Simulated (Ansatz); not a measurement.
Band-structure calculation, with input and output: HfO$_{2}$ (part 2 of 2)

HfO$_{2}$ (3 atoms in the cell); DFT, HSE06, plane waves, PAW, no spin polarisation (Ansatz 0.2.0); cutoff 420 eV, 6×6×6 k-mesh, fixed occupations. The structure was built on a prototype by a generator. The geometry comes from this level: r2SCAN (a point of a series of strains). It belongs to a series of runs on one base structure; here: uniaxial_x strain -1.0%.

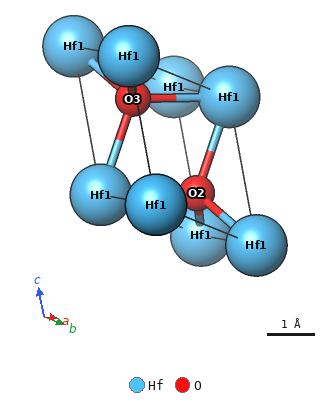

**Figure 1.** The structure as given in the input (ball-and-stick view of the reduced cell, seen at an oblique angle; atoms are numbered from 1 in the order of the input).

File bands.tsv
```
# k_distance	band_0	band_1	band_2	band_3	band_4	band_5	band_6	band_7	band_8	band_9	band_10	band_11	band_12	band_13	band_14	band_15	band_16	band_17	band_18	band_19	band_20	band_21	band_22
# fermi_ev = 15.430595
# lock_threshold_ev = 1e-6
# [0, 0, 0] at k_distance = 0.000000
# [0.5, 0, 0.5] at k_distance = 1.242138
# [0.625, 0.25, 0.625] at k_distance = 1.683523
# [0.375, 0.375, 0.75] at k_distance = 2.449305
# [0.5, 0.5, 0.5] at k_distance = 3.211242
# [0.5, 0.25, 0.75] at k_distance = 4.089566
# [0, 0.5, 0.5] at k_distance = 5.481135
# levels_relative_to = fermi_ev
# free_energy_ev = -16861.623543
# largest_residual_norms_ev = 9.155e-5 3.279e-4 5.652e-4 4.789e-4 3.165e-4 3.278e-4 1.412e-3 2.587e-3 2.524e-3 3.970e-3 1.900e-3 1.843e-3 1.152e-3 6.529e-4 2.636e-3 2.654e-3 1.257e-3 1.502e-3 1.191e-3 1.441e-3 1.172e-3 9.201e-4 1.192e-3
0.000000	-63.702410	-30.836038	-30.829579	-30.829579	-20.654729	-17.625351	-13.585519	-13.584103	-13.584103	-13.522667	-13.522667	-13.522440	-13.266813	-5.999934	-5.978703	-5.978703	-0.798274	-0.798274	-0.662472	5.466626	5.577988	7.456977	12.640085
1.242138	-63.677873	-31.459429	-31.007205	-30.992136	-18.781746	-18.247417	-13.579447	-13.565062	-13.560975	-13.548317	-13.547618	-13.546129	-13.492553	-7.159772	-3.932180	-3.856711	-1.853940	-1.665682	-0.105965	5.363293	7.398137	8.423912	10.011293
1.683523	-63.678316	-31.335845	-31.148366	-30.967319	-18.686292	-18.369558	-13.577132	-13.562889	-13.559098	-13.548737	-13.544052	-13.540752	-13.509156	-6.427062	-4.484470	-3.748741	-2.542304	-1.538248	-0.475169	5.947182	7.278532	8.724191	9.421471
2.449305	-63.678316	-31.335845	-31.148366	-30.967319	-18.686292	-18.369558	-13.577132	-13.562889	-13.559098	-13.548737	-13.544052	-13.540752	-13.509156	-6.427062	-4.484470	-3.748741	-2.542304	-1.538248	-0.475169	5.947182	7.278532	8.724191	9.421471
3.211242	-63.683858	-31.425000	-30.900806	-30.900422	-19.347219	-18.112054	-13.574561	-13.574476	-13.562873	-13.542903	-13.541218	-13.521842	-13.485806	-4.842438	-4.792566	-3.430353	-3.048702	-2.108943	-2.099922	6.309049	6.356441	8.877779	10.622836
4.089566	-63.677879	-31.232591	-31.232591	-31.009912	-18.503648	-18.503648	-13.579686	-13.559414	-13.556071	-13.550363	-13.550363	-13.525226	-13.525226	-5.853559	-5.572626	-2.883751	-2.883751	-1.685422	-0.350595	6.543945	6.919518	8.859268	8.859268
5.481135	-63.677172	-31.460960	-31.002307	-31.002307	-18.844410	-18.205271	-13.577366	-13.563241	-13.563241	-13.549106	-13.544208	-13.544208	-13.492499	-7.162536	-3.902062	-3.902062	-1.806588	-1.806588	0.000000	5.363272	7.394142	8.593833	10.128546
```

File rho_z.tsv
```
# z_ang	rho[e/angstrom^3]
# format = ansatz-planar-average/11
# lattice	0.000000000	2.529182319	2.529182319
# lattice	2.503890496	0.000000000	2.529182319
# lattice	2.503890496	2.529182319	0.000000000
# sites	3
# site	72	0.000000000	0.000000000	0.000000000
# site	8	1.251945248	1.264591160	1.264591160
# site	8	3.755835744	3.793773479	3.793773479
0.000000	2.654786e0
0.148290	2.532758e0
0.296580	2.217996e0
0.444871	1.825066e0
0.593161	1.457976e0
0.741451	1.167380e0
0.889741	9.518207e-1
1.038031	7.829984e-1
1.186322	6.336061e-1
1.334612	4.957700e-1
1.482902	3.832251e-1
1.631192	3.135569e-1
1.779482	2.910251e-1
1.927773	3.135569e-1
2.076063	3.832251e-1
2.224353	4.957700e-1
2.372643	6.336061e-1
2.520933	7.829984e-1
2.669224	9.518207e-1
2.817514	1.167380e0
2.965804	1.457976e0
3.114094	1.825066e0
3.262384	2.217996e0
3.410675	2.532758e0
```

File v_z.tsv
```
# z_ang	v_es[eV]	v_tot[eV]
# format = ansatz-planar-average/11
# xc	hse06
# density_cutoff_ev	1680
# datasets	Hf=:simpson_from_first_knot:soft:fock:shift=0	O=:simpson_from_first_knot:soft:fock:shift=0
# lattice	0.000000000	2.529182319	2.529182319
# lattice	2.503890496	0.000000000	2.529182319
# lattice	2.503890496	2.529182319	0.000000000
# sites	3
# site	72	0.000000000	0.000000000	0.000000000
# site	8	1.251945248	1.264591160	1.264591160
# site	8	3.755835744	3.793773479	3.793773479
0.000000	6.605583e0	-5.357791e0
0.148290	6.177396e0	-5.720231e0
0.296580	5.493189e0	-6.172422e0
0.444871	5.174275e0	-6.130177e0
0.593161	5.424324e0	-5.428536e0
0.741451	6.371546e0	-3.967517e0
0.889741	7.984190e0	-1.816036e0
1.038031	1.005750e1	8.684569e-1
1.186322	1.229841e1	3.562749e0
1.334612	1.445690e1	5.951615e0
1.482902	1.640592e1	8.241838e0
1.631192	1.801677e1	1.014642e1
1.779482	1.874501e1	1.093364e1
1.927773	1.801677e1	1.014642e1
2.076063	1.640592e1	8.241838e0
2.224353	1.445690e1	5.951615e0
2.372643	1.229841e1	3.562749e0
2.520933	1.005750e1	8.684569e-1
2.669224	7.984190e0	-1.816036e0
2.817514	6.371546e0	-3.967517e0
2.965804	5.424324e0	-5.428536e0
3.114094	5.174275e0	-6.130177e0
3.262384	5.493189e0	-6.172422e0
3.410675	6.177396e0	-5.720231e0
```

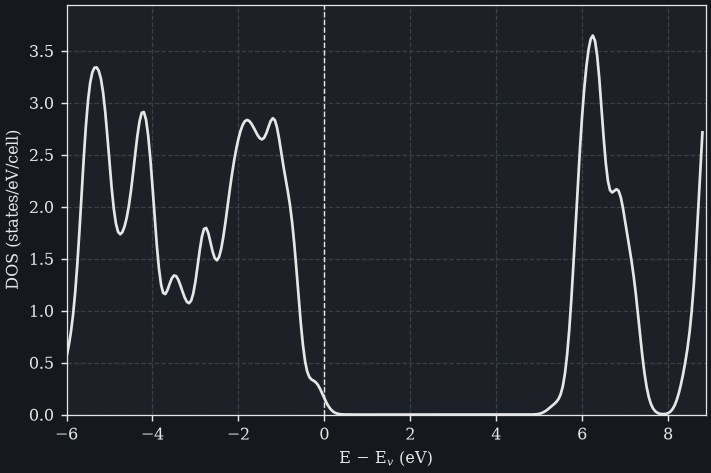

**Figure 2.** Density of states (the curve is built from the levels of the k mesh with Gaussians 0.4 eV wide, which also blur the band edges), with energies from the valence-band top. There is a gap of 5.36 eV on the k-point mesh. Small ripples come from the finite k-point mesh.

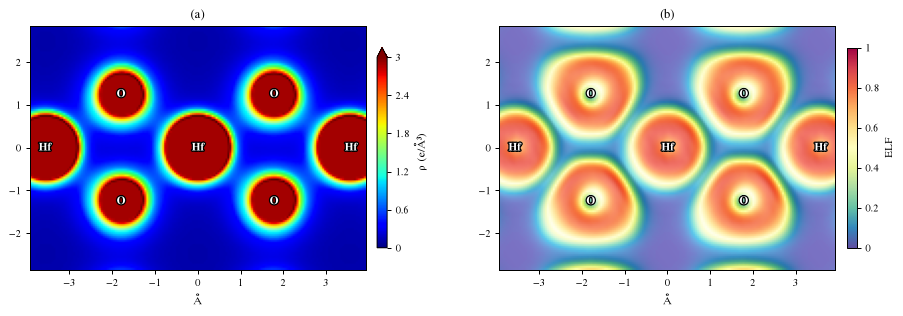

**Figure 3.** (a) valence charge density (pseudo); (b) electron localisation function on the (100) plane of the conventional cell. Hf–O (2.18 Å): ρ is about 0.59 e/Å³ halfway; the ELF peaks at about 0.85 in the valence shell of O, 0.6 Å from its nucleus, and drops to about 0.15 between the two atoms. Away from the nuclei the density in this plane falls to 0.02 e/Å³ at its lowest. The strong features right at Hf lie inside the PAW spheres (semicore, d or f shells) and say nothing about bonding. Core electrons are frozen (PAW), so the fields are smoothed inside the atomic spheres.

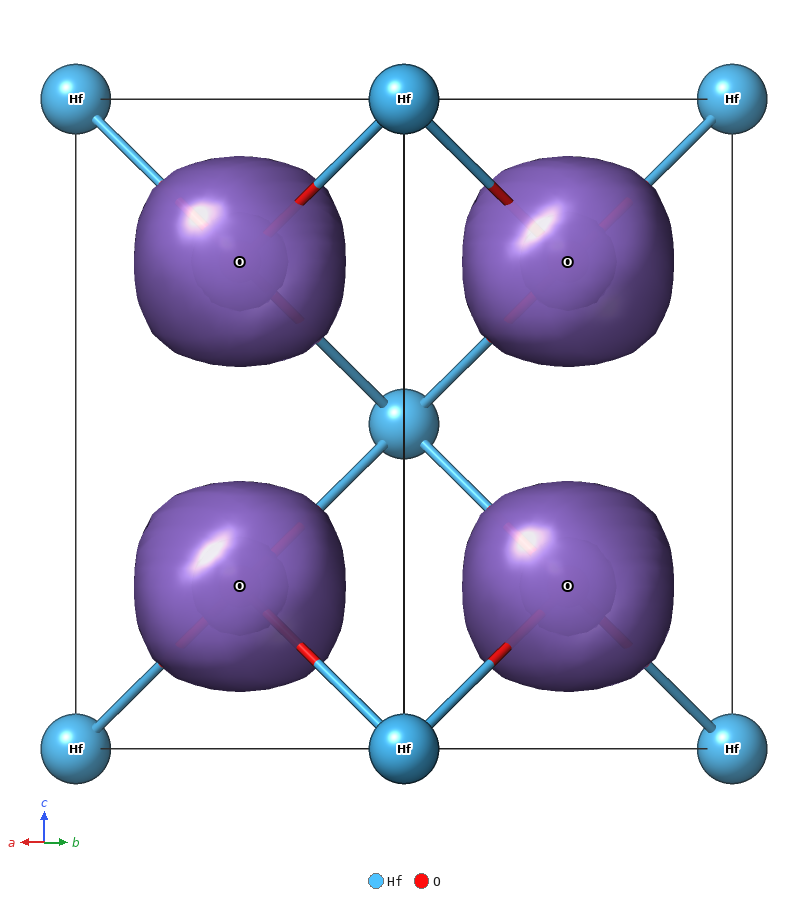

**Figure 4.** Isosurface of the ELF at 0.7 (purple), seen along [110]. Only the valence region is drawn (cores and ρ < 0.01 e/Å³ removed). Sticks mark near contacts. The outline is the cell set on symmetry axes. Along the contacts the grid gives the following. Hf–O (2.18 Å): the ELF peaks at about 0.85 in the valence shell of O, 0.6 Å from its nucleus, and drops to about 0.15 between the two atoms.

The run was set up as follows.

The input
```yaml
crystal:
  lattice:
    - [0.0, 2.5291823192, 2.5291823192]
    - [2.503890496, 0.0, 2.5291823192]
    - [2.503890496, 2.5291823192, 0.0]
  atoms:
    - { symbol: Hf, position: [0.0, 0.0, 0.0] }
    - { symbol: O, position: [0.25, 0.25, 0.25] }
    - { symbol: O, position: [0.75, 0.75, 0.75] }
kpoints:
  mp_grid: { grid: [6, 6, 6] }
  band_path:
    path:
      - [0.0, 0.0, 0.0]
      - [0.5, 0.0, 0.5]
      - [0.625, 0.25, 0.625]
      - [0.375, 0.375, 0.75]
      - [0.5, 0.5, 0.5]
      - [0.5, 0.25, 0.75]
      - [0.0, 0.5, 0.5]
    npoints: 1
hamiltonian:
  xc: hse06
scf:
  occupations: { method: fixed }
  n_extra_bands: 4
output:
  forces: true
  stress: true
  eigenvalues: true
  write_density: true
  write_potential: true
  elf: true
  volumetric_format: npy
```

Launch command:
```bash
ansatz run input.yaml --threads 4 --pin off --max-ram 4608MiB --backend cpu --events-out ev --progress --plain --runs-dir out
```

Results in brief

```tsv
quantity	value
outcome	converged
space group (tolerance 0.01 Å)	I4/mmm (139)
electrons treated	38
free energy	−16861.6235 eV
Fermi energy	15.431 eV
gap on the k-point mesh	5.36 eV
pressure	2.41 GPa
largest force (length of the vector)	under 0.001 eV/Å
hardware	4 threads of Intel Xeon @ 2.70GHz, 189 GiB of memory available, shared host
wall time	46 s (CPU time 2.4 min)
peak memory	1.2 GiB
```

Notes

The program warns: the exchange loop's threshold is looser than advised for the stress; the SCF threshold is looser than advised for the printed stress. Spin–orbit coupling is left out, which matters for Hf.
